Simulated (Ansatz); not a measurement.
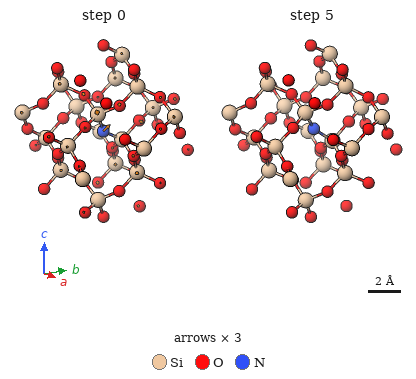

The structure of a defect cell of composition Si24O47N (cell charge +1) before (left) and after (right) a relaxation, at one scale. The orange arrows give the displacements, magnified 3 times.

A ball-and-stick model of the atoms within 5.8 Å of the atom that moves most (axes of the cell of the calculation, reduced to other axes (origin shifted)), seen slightly off an axis. Lengths and directions refer to the drawn axes.

These are results of DFT, PBEsol, PAW, plane waves in Ansatz, not measurements. Set-up: plane-wave cutoff 420 eV; k-point mesh 1 × 1 × 1; mesh shifted by (0.25, 0.25, 0.25); collinear spin; atoms relaxed in a fixed cell; force threshold 0.03 eV/Å; at most 80 steps.

> Describe what moved and what it gained.

The atom that moves furthest is the N atom (0.22 Å along [2 3 2]). By element the largest moves are N 0.22 Å, Si 0.20 Å, O 0.13 Å. The lattice vectors keep their values. Among the contacts that change: Si–Si 3.093 → 3.439 Å, N–Si 1.624 → 1.760 Å, N–Si 1.644 → 1.761 Å, O–Si 1.545 → 1.622 Å. Among the angles between lasting bonds that change: Si–N–Si 142.3° → 155.2°, O–Si–N 110.2° → 99.8°, O–Si–N 109.8° → 101.5°. After 5 geometry steps the energy has fallen by 1.937 eV per cell of the calculation. Largest force component: 3.3 eV/Å at the start, 0.029 eV/Å at the end. Cost: 5.3 s on 1 × NVIDIA GB200 with 8 threads of Arm Neoverse-V2, peak memory 1.8 GiB.

Limits of the set-up: the cell is charged, on a uniform background, and energies carry no finite-size correction.
